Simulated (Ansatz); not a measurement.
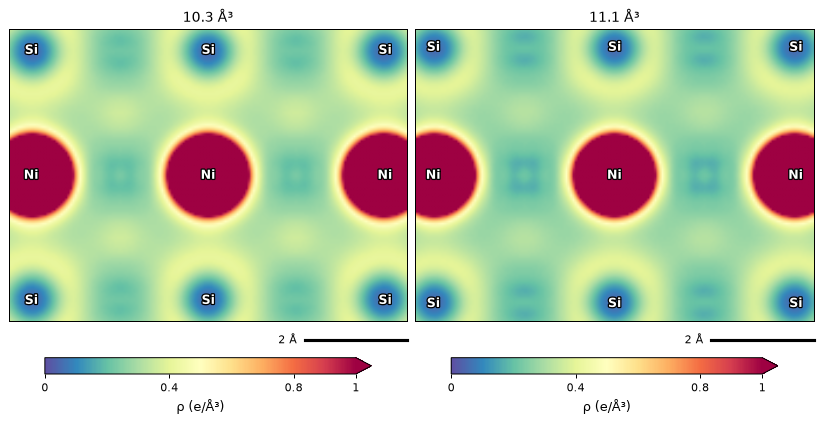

SiNi3. The valence charge density (pseudo) of cells scaled evenly to different volumes (given per atom above each panel), on the (110) plane of each (indices in the axes of the cell below), at one length scale and on one colour scale.

Spin-polarised.

All numbers below come from Ansatz 0.2.0, Kohn-Sham DFT of a periodic cell, PBE, Ansatz PAW.

Core electrons are frozen (PAW), and the valence fields are smoothed inside the atomic spheres.

The largest cell:

```cif
data_structure
_symmetry_space_group_name_H-M 'P 1'
_symmetry_Int_Tables_number 1
_cell_length_a 3.5420
_cell_length_b 3.5420
_cell_length_c 3.5420
_cell_angle_alpha 90.000
_cell_angle_beta 90.000
_cell_angle_gamma 90.000
_cell_volume 44.44
loop_
_atom_site_label
_atom_site_type_symbol
_atom_site_fract_x
_atom_site_fract_y
_atom_site_fract_z
_atom_site_occupancy
Ni1 Ni 0.50000 0.50000 0.00000 1
Ni2 Ni 0.50000 0.00000 0.50000 1
Ni3 Ni 0.00000 0.50000 0.50000 1
Si1 Si 0.00000 0.00000 0.00000 1
```

| volume (Å³/atom) | Si–Ni contact in the plane (Å) | ρ at its midpoint (e/Å³) | pressure (GPa) | 
| --- | --- | --- | --- |
| 10.33 | 2.445 | 0.382 | 10.0 | 
| 10.78 | 2.479 | ? | ? | 
| 11.11 | 2.505 | 0.349 | −1.5 | 

### What values belong in the row with question marks?

Over the known rows ln ρ falls by 1.51 per Å of Si–Ni distance (the line through the two), which gives 0.363 e/Å³ at 2.479 Å; the calculation gives 0.360 e/Å³. For the pressure, a straight line in volume between the neighbouring rows gives 3.4 GPa; the calculation gives 0.0, lower because pressure rises ever faster on compression.
